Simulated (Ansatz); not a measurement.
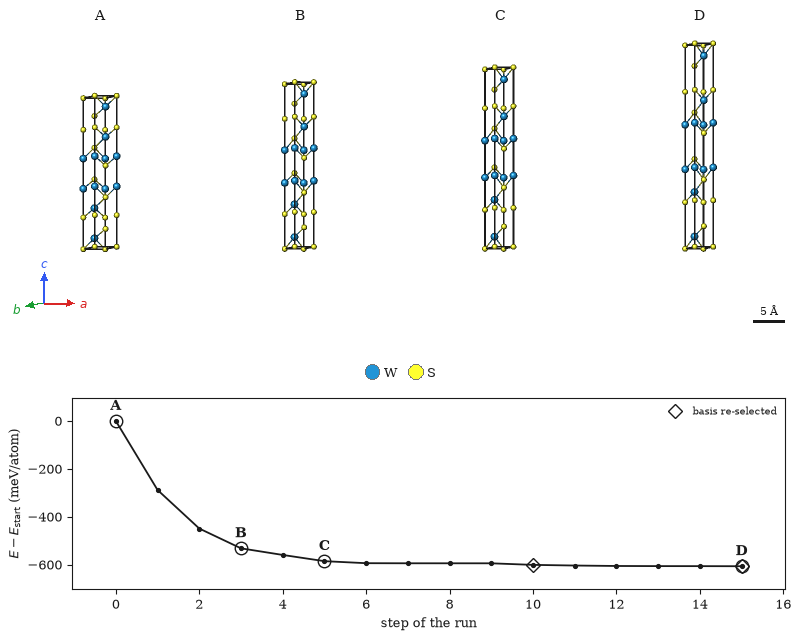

Frames of a relaxation of a crystal of W2S3 (built on the tetradymite_166 type) (coarse preliminary run), marked on the history of the run. Style: ball-and-stick. Shown: the conventional cell (3 times the calculation's cell), from a free direction. Lengths and directions refer to the drawn axes.

Case: tetradymite type (R-3m, No. 166).

Method: DFT PBE, scalar-relativistic, plane waves, PAW in Ansatz. (plane-wave cutoff 420 eV; k-point mesh 6 × 6 × 6; occupations gaussian; smearing width 0.1 eV; no spin polarisation; cell and atoms relaxed; force threshold 0.04 eV/Å; at most 70 steps)

### What happens along the run?

The largest moves relative to the cell, 0.65 Å, are those of S atoms. Largest moves by element: S 0.65 Å, W 0.32 Å. The volume changes by −5.0 %, with a = b 3.636 → 3.053 Å (−16.0 %), c 25.284 → 34.054 Å (+34.7 %). Near-neighbour distances that change, for instance: W–W 3.636 → 3.053 Å, S–W 2.549 → 2.391 Å, S–W 2.692 → 2.628 Å. Among the angles between lasting bonds that change: S–W–S 85.0° → 71.0°, W–S–W 95.0° → 109.0°, W–S–W 85.0° → 71.0°. The space group stays R-3m (No. 166). The energy falls by 606 meV per atom in 13 accepted moves (15 points after the start). The largest force component goes from 2.5 to 0.0091 eV/Å. The pressure goes from −19.85 to 0.12 GPa. The SCF was repeated twice at an unchanged geometry on a basis and grid sized afresh for the cell, which shifted the energy by 6.5 meV per atom at most. From step 0 to 3: S atoms move most (0.03 Å), volume −17.2 %, energy −532 meV per atom. From step 3 to 5: S atoms move most (0.18 Å), volume +4.1 %, energy −53.6 meV per atom. From step 5 to 15: S atoms move most (0.41 Å), volume +10.1 %, energy −21.2 meV per atom.

| step | E − E(0), meV/atom | largest force component, eV/Å | pressure, GPa | volume, Å³/atom | note |
| --- | --- | --- | --- | --- | --- |
| 0 | 0.00 | 2.5294 | -19.85 | 19.303 |  |
| 1 | -287.92 | 0.3454 | -5.28 | 17.382 |  |
| 2 | -448.87 | 0.7194 | 1.26 | 16.375 |  |
| 3 | -531.55 | 0.4868 | -0.40 | 15.989 |  |
| 4 | -559.14 | 0.6492 | 6.17 | 15.779 |  |
| 5 | -585.13 | 0.2503 | -0.75 | 16.643 |  |
| 6 | -593.59 | 0.1152 | -0.17 | 16.923 |  |
| 7 | -593.98 | 0.0500 | 0.39 | 16.983 |  |
| 8 | -594.04 | 0.0587 | -0.12 | 17.073 |  |
| 9 | -594.08 | 0.0030 | -0.02 | 17.051 |  |
| 10 | -600.63 | 0.0072 | 0.52 | 17.051 | same geometry, new basis |
| 11 | -603.35 | 0.0069 | 0.35 | 17.334 |  |
| 12 | -605.24 | 0.0035 | 0.27 | 17.760 |  |
| 13 | -605.77 | 0.0074 | 0.18 | 18.084 |  |
| 14 | -605.90 | 0.0098 | 0.11 | 18.330 |  |
| 15 | -606.28 | 0.0091 | 0.12 | 18.330 | same geometry, new basis |
